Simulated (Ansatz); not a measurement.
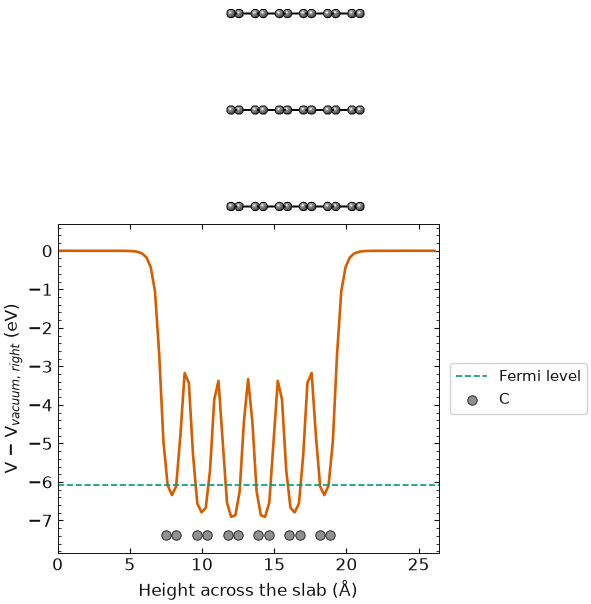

What does the plot show?

Plane-averaged electrostatic potential energy of an electron across the slab; circles at the bottom mark the heights of the atoms. The structure is drawn too. System: a (100) slab cut from C (P6/mmm), unrelaxed, 12 atoms in the cell. Computed with Ansatz: DFT PBE, scalar-relativistic, plane waves, PAW, no spin polarisation, 14×4×1 k mesh, 420 eV cutoff, Gaussian smearing of 0.1 eV.

The work function is 6.08 eV, the same on both faces. The two vacuum levels agree, so the slab has no net dipole along its normal. The outermost atoms are 11.4 Å apart, which leaves 15.0 Å of vacuum in a cell 26.4 Å high.

The atoms aren't at rest in this cell (largest force 2.7 eV/Å), so the relaxed material can differ.
